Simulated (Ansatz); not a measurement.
Be

Input

```
crystal:
  lattice:
    - [0.0, 2.4817012149, 2.4817012149]
    - [2.4817012149, 0.0, 2.4817012149]
    - [2.4817012149, 2.4817012149, 0.0]
  atoms:
    - { symbol: Be, position: [0.125, 0.125, 0.125] }
    - { symbol: Be, position: [0.875, 0.875, 0.875] }
hamiltonian:
  xc: pbe
  pseudopotentials:
    kind: paw
    azcp:
      Be: "pseudopotentials/Be.paw.azcp"
basis:
  ecutwfc: 420
  fft_grid_basis: typed
kpoints:
  mp_grid: { grid: [13, 13, 13], shift: [0, 0, 0] }
magnetization:
  spin_polarized: false
scf:
  occupations: { method: fermi_dirac, width: 0.1 }
  lower_state_search: "off"
output:
  stress: true
  write_density: true
  write_potential: true
  elf: true
  volumetric_format: npy
```

Command:

```sh
ansatz run input.yaml --threads 1 --pin off --max-ram 3584MiB --backend cpu --events-out ev --progress --plain --runs-dir out
```

Below, planes, directions and counts refer to the conventional cell (a = 4.96 Å, b = 4.96 Å, c = 4.96 Å, α = 90.00°, β = 90.00°, γ = 90.00°).

Space group Fd-3m; set up as Be, diamond; a generated structure, not necessarily the stable one; changed on purpose from its base cell (volume × 1.04).

All numbers below come from DFT, PBE, plane waves (420 eV) with PAW, scalar-relativistic (Ansatz).

Core electrons are frozen (PAW), and the valence fields are smoothed inside the atomic spheres.

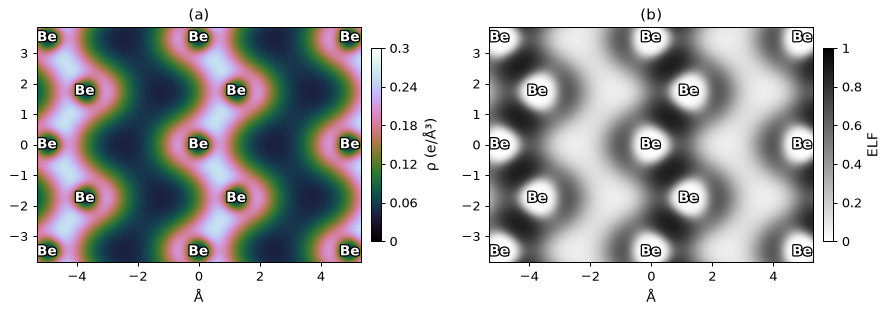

Figure 1. (a) valence charge density (pseudo); (b) ELF on the (110) plane of the conventional cell.

Question: What does the map show?

Answer: The section cuts through Be sites.
Be–Be (2.15 Å): the density is about 0.26 e/Å³ at the midpoint; the ELF peaks at about 0.90 between the atoms.
Between the atoms the lowest density in this plane is 0.04 e/Å³.

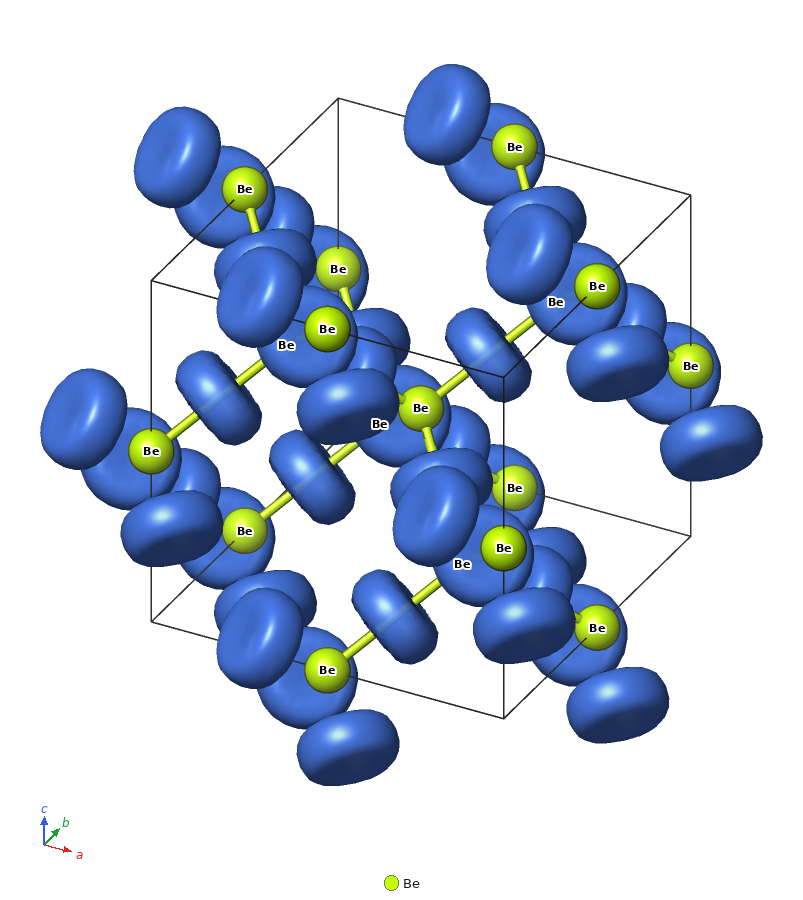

Figure 2. Isosurface of the electron localisation function at 0.75 (blue), seen at an oblique angle. Only the valence region is drawn (cores and ρ < 0.01 e/Å³ removed). Sticks mark near contacts.

Question: Identify the bonds, lone pairs and shells in this picture.

Answer: The surface consists of 16 regions between bonded Be–Be atoms, counted in one cell of 8 atoms. Any copies at cell faces, edges or corners count once.

Question: Metal or insulator at this level of theory?

Answer: It is metallic or semimetallic at this level of theory: no gap opens.
